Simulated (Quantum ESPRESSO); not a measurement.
**Energy of Sn₃Se along an even scaling of the cell**

System: Sn₃Se (Pm-3m, 4 atoms in the cell).
Method: Kohn-Sham DFT of a periodic cell, LDA, GBRV 1.5 LDA, no spin polarisation (Quantum ESPRESSO 7.5).

The 7 runs differ only in the geometry, by an even scaling of the cell at fixed fractional positions. The structure derives from a Materials Project entry.

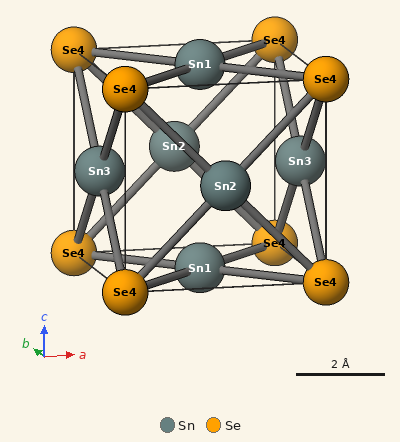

Figure 1. The structure of run 4 (ball-and-stick view of the cell of the calculation, seen slightly off an axis; atoms are numbered from 1 in the order of the input).

## Input of run 4
```
&CONTROL
  calculation = 'scf'
  prefix = 'pwscf'
  outdir = './tmp'
  pseudo_dir = './pseudo'
  tprnfor = .true.
  tstress = .true.
  disk_io = 'nowf'
/
&SYSTEM
  ibrav = 0
  nat = 4
  ntyp = 2
  ecutwfc = 68
  ecutrho = 544
  nbnd = 33
  occupations = 'smearing'
  smearing = 'fd'
  degauss = 0.00367493
/
&ELECTRONS
  conv_thr = 8d-10
  electron_maxstep = 120
  mixing_beta = 0.5
/
ATOMIC_SPECIES
Sn   118.7100 sn_lda_v1.4.uspp.F.UPF
Se    78.9710 se_lda_v1.uspp.F.UPF
CELL_PARAMETERS angstrom
   4.7418790000    0.0000000000    0.0000000000
   0.0000000000    4.7418790000    0.0000000000
   0.0000000000    0.0000000000    4.7418790000
ATOMIC_POSITIONS crystal
Sn     0.5000000000    0.5000000000    0.0000000000
Sn     0.5000000000    0.0000000000    0.5000000000
Sn     0.0000000000    0.5000000000    0.5000000000
Se     0.0000000000    0.0000000000    0.0000000000
K_POINTS automatic
6 6 6 0 0 0
```

Command:
```bash
OMP_NUM_THREADS=1 mpirun -n 2 pw.x -nk 2 -in pw.in > pw.out
```

Lattice vectors (Å) and fractional positions of run 4:
```
   4.741879    0.000000    0.000000
   0.000000    4.741879    0.000000
   0.000000    0.000000    4.741879
Sn  0.500000  0.500000  0.000000
Sn  0.500000  0.000000  0.500000
Sn  0.000000  0.500000  0.500000
Se  0.000000  0.000000  0.000000
```

Run 2 differs from it as follows:
```diff
-   4.7418790000    0.0000000000    0.0000000000
-   0.0000000000    4.7418790000    0.0000000000
-   0.0000000000    0.0000000000    4.7418790000
+   4.6777916979    0.0000000000    0.0000000000
+   0.0000000000    4.6777916979    0.0000000000
+   0.0000000000    0.0000000000    4.6777916979
```

## Results, with one run withheld

| run | volume per atom (Å³) | free energy per atom, from the lowest run given (meV) | pressure (GPa) |
| --- | --- | --- | --- |
| 1 | 25.056 | 0.00 | −1.23 |
| 2 | 25.590 | ? | ? |
| 3 | 26.123 | 13.78 | −3.26 |
| 4 | 26.656 | 25.49 | −4.13 |
| 5 | 27.189 | 39.97 | −4.90 |
| 6 | 27.722 | 56.83 | −5.58 |
| 7 | 28.255 | 75.86 | −6.17 |

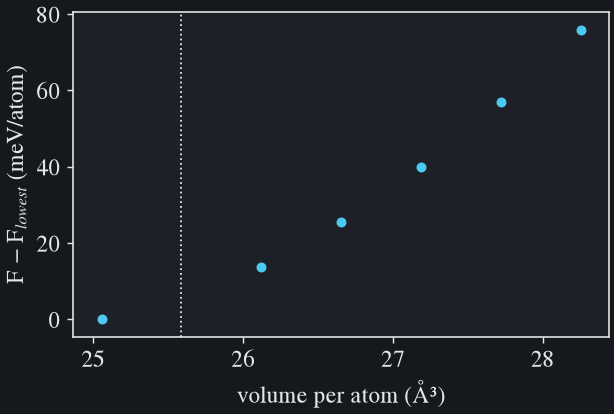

Figure 2. Free energy per atom of the runs given; the dotted line marks run 2.

What should run 2 give?

A cubic polynomial in V^(−2/3) (the Birch–Murnaghan form), fitted to the 6 runs given, misses them by at most 0.01 meV per atom. With x = V^(−2/3) − 0.11167 Å⁻², it reads F = 29.086 − 9360.4 x + 7.0816e+05 x² + 1.9978e+06 x³ (meV per atom). At run 2 it gives 5.15 meV per atom, and the run itself gives 5.17. The slope of the fit gives a pressure −dF/dV of −2.09 GPa there, and the run prints −2.30 GPa. The two needn't agree exactly: the fit is approximate, and the printed stress is taken on a finite basis. The fit has no minimum inside this range.

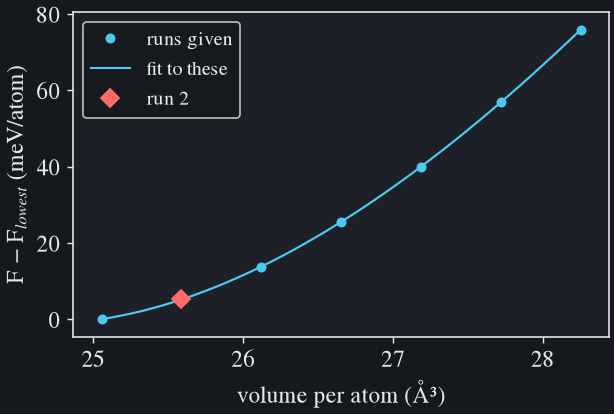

Figure 3. The fit and the withheld run.

## Some lines of the output (run 2)
```
[...]
     total energy              =    -519.33437253 Ry
     total energy              =    -519.76073293 Ry
     total energy              =    -519.86946632 Ry
     total energy              =    -519.88977291 Ry
     total energy              =    -519.89051941 Ry
     total energy              =    -519.89057065 Ry
     total energy              =    -519.89059160 Ry
     total energy              =    -519.89059267 Ry
     total energy              =    -519.89059315 Ry
     the Fermi energy is    10.1305 ev
!    total energy              =    -519.89059316 Ry
     The total energy is F=E-TS. E is the sum of the following terms:
     Computing stress (Cartesian axis) and pressure
          total   stress  (Ry/bohr**3)                   (kbar)     P=      -23.05
```
